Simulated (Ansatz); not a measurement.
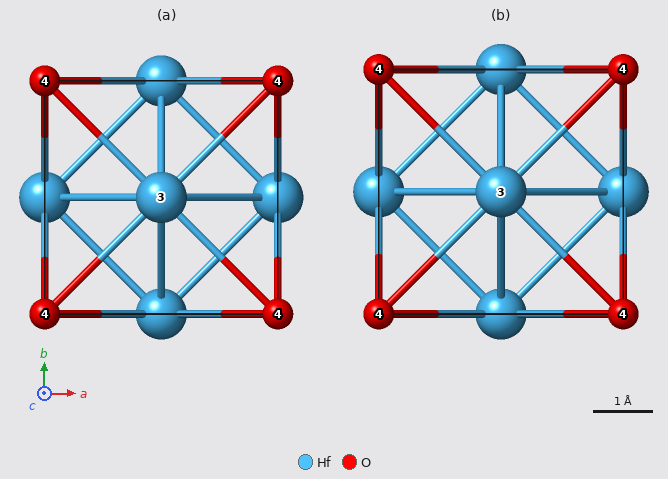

The structure of a crystal of Hf₃O (built on the Cu3Au (L1_2)_221 type) (coarse preliminary run) before (left) and after (right) a relaxation, at one scale.

A ball-and-stick model of the cell of the calculation, seen along the c axis.

Case: Cu3Au (L1_2) type (Pm-3m, No. 221).

The calculation used DFT PBE, scalar-relativistic, plane waves, PAW (Ansatz). Set-up: plane-wave cutoff 420 eV; k-point mesh 4 × 4 × 4; occupations gaussian; smearing width 0.1 eV; no spin polarisation; cell and atoms relaxed; force threshold 0.04 eV/Å; at most 70 steps.

Q: Summarise the run.

A: No atom moves by more than 0.005 Å relative to the cell. The volume changes by +15.3 %, with a = b = c 4.015 → 4.211 Å (+4.9 %). Among the contacts that change: Hf–Hf 2.839 → 2.978 Å, Hf–O 2.839 → 2.978 Å. The space group stays Pm-3m (No. 221). After 1 accepted move (2 points after the start) the energy has fallen by 127 meV per atom. All forces vanish by symmetry, so only the cell relaxes. The pressure goes from 18.07 to 0.10 GPa. The SCF was repeated once at an unchanged geometry on a basis and grid sized afresh for the cell, which shifted the energy by 6.7 meV per atom at most. Cost: 8.5 s on 1 thread of Intel(R) Xeon(R) Platinum 8375C CPU @ 2.90GHz (Ice Lake), with other jobs on the host, peak memory 0.4 GiB.

Limits of the set-up: the k-point mesh is coarse for a cell with partly filled bands.
